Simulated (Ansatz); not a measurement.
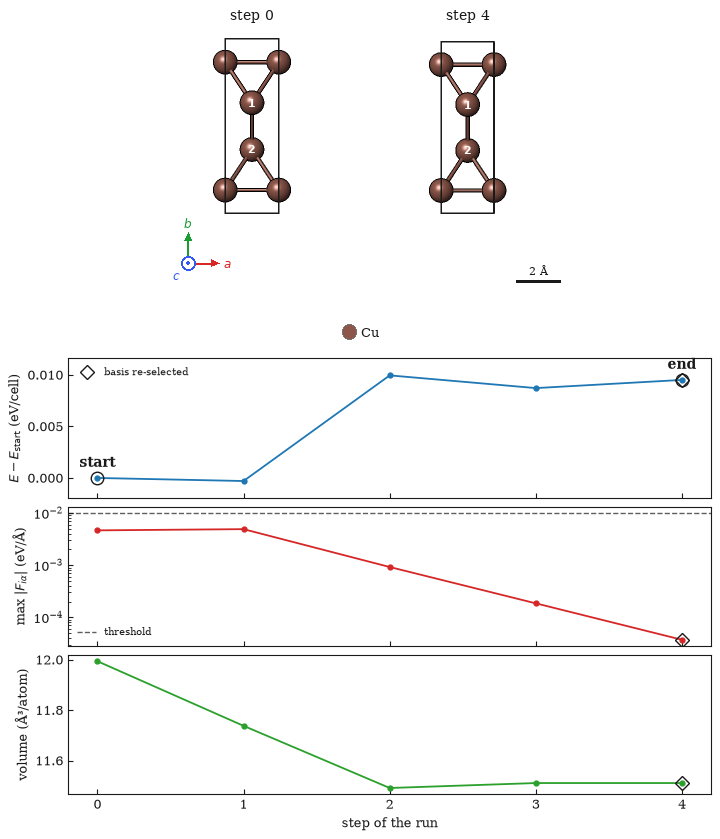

First and last geometry of a relaxation of a crystal of Cu (set up in Cmcm), with the history of the run. The picture is a ball-and-stick view of the conventional cell (2 times the calculation's cell), seen along the c axis. Lengths and directions refer to the drawn axes.

The run lets cell and atoms move.

All numbers below come from Kohn-Sham DFT of a periodic cell, PBEsol, Ansatz PAW in Ansatz 0.2.0.

Input file:
```yaml
crystal:
  lattice:
    - [1.21846369, -3.9763780104, 0.0]
    - [1.21846369, 3.9763780104, 0.0]
    - [0.0, 0.0, 2.4754955235]
  atoms:
    - { symbol: Cu, position: [0.86613335, 0.13386665, 0.75] }
    - { symbol: Cu, position: [0.13386665, 0.86613335, 0.25] }
hamiltonian:
  xc: pbesol
  pseudopotentials: { kind: paw }
kpoints:
  mp_grid: { grid: [11, 11, 11] }
scf:
  occupations: { method: fermi_dirac, width: 0.05 }
output:
  forces: true
  stress: true
  eigenvalues: true
relax:
  f_tol: 0.01
  max_steps: 40
  cell: { stress_tol: 0.05, p_target: 5.0 }
```

Command:
```bash
ansatz run input.yaml --threads 2 --pin off --max-ram 5632MiB --backend cpu --events-out ev --progress --plain --runs-dir out
```

Did the run converge, and what did it change?

It converged. No atom moves by more than 0.005 Å relative to the cell. The volume changes by −4.0 %, with a 2.437 → 2.403 Å (−1.4 %), b 7.953 → 7.822 Å (−1.6 %), c 2.475 → 2.450 Å (−1.0 %). Near-neighbour distances that change, for instance: Cu1–Cu2 2.463 → 2.422 Å, Cu1–Cu1 2.437 → 2.403 Å, Cu1–Cu2 (another image) 2.535 → 2.503 Å, Cu1–Cu1 (another image) 2.475 → 2.450 Å. The space group stays Cmcm (No. 63). The energy rises by 9.5 meV per cell of the calculation in 3 accepted moves (4 points after the start). With the target pressure of 5 GPa, the enthalpy E + pV changes by −20.6 meV per cell of the calculation. The largest force component goes from 0.0046 to under 0.0001 eV/Å. Pressure: −1.53 GPa at the start and 5.03 GPa at the end. The SCF was repeated once at an unchanged geometry on a basis and grid sized afresh for the cell, which shifted the energy by 0.8 meV per cell of the calculation at most.
